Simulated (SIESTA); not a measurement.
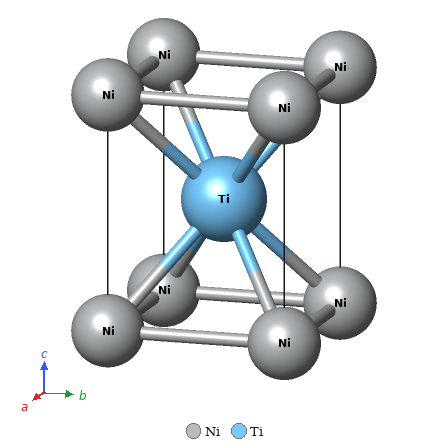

System: TiNi, space group P4/mmm (No. 123). The picture shows the conventional cell.

Structure:
```
Ni Ti
1.0
     2.73580    0.00000    0.00000
     0.00000    2.73580    0.00000
     0.00000    0.00000    3.58141
Ni Ti
1 1
Cartesian
  0.0000 0.0000 0.0000
  1.3679 1.3679 1.7907
```

How it was computed, with SIESTA 5.4.2: DFT in numerical atomic orbitals with pseudopotentials, collinear spins; energies at scaled volumes of the given cell, shape and fractions fixed, counted from the fit's minimum, third-order Birch-Murnaghan fit. Level: PBEsol, collinear spin.

```tsv
setting	value
k mesh	10×10×8
occupations	Fermi–Dirac
smearing width	0.05 eV
potentials	PseudoDojo 0.4 standard, converted to PSML, two zetas on semicore shells
program settings	basis DZP, mesh cutoff 800 Ry
```

Predict the energy and pressure against volume. The volume takes the values 12.60, 12.87, 13.13, 13.40, 13.67, 13.94, 14.21 Å³/atom.

A third-order Birch–Murnaghan fit gives V0 = 12.82 Å³/atom, B0 = 187 GPa and B′ = 4.7. The energy is 2.25 meV/atom at volume 12.60 Å³/atom and 72.14 meV/atom at 14.21 Å³/atom; the lowest computed point is at volume 12.87 Å³/atom (0.10 meV/atom). The pressure falls from 3.25 GPa at volume 12.60 Å³/atom to −15.21 GPa at 14.21 Å³/atom, and changes sign near 12.82 Å³/atom.

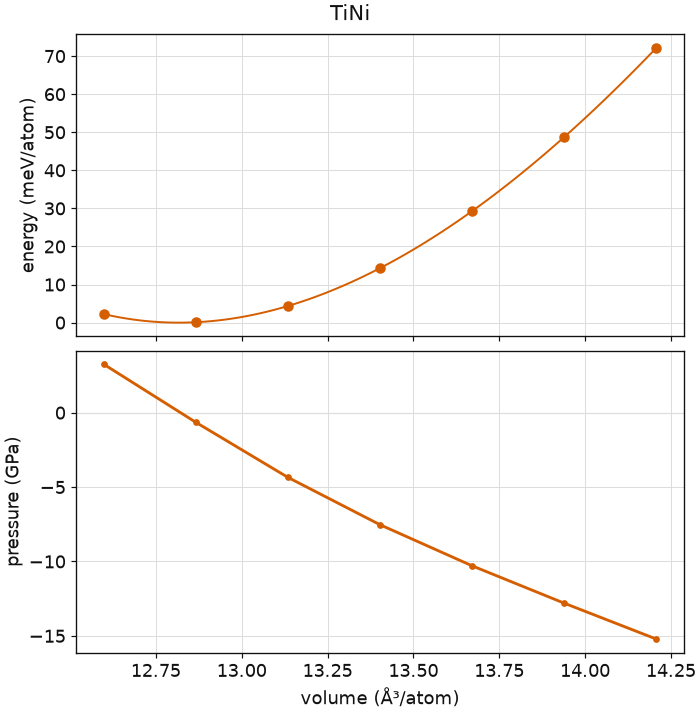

Limits of the calculation: mulliken charges of long orbitals; short basis over semicore shells; shape and atomic fractions are frozen while scaling, which makes layered, chain and framework solids too stiff.
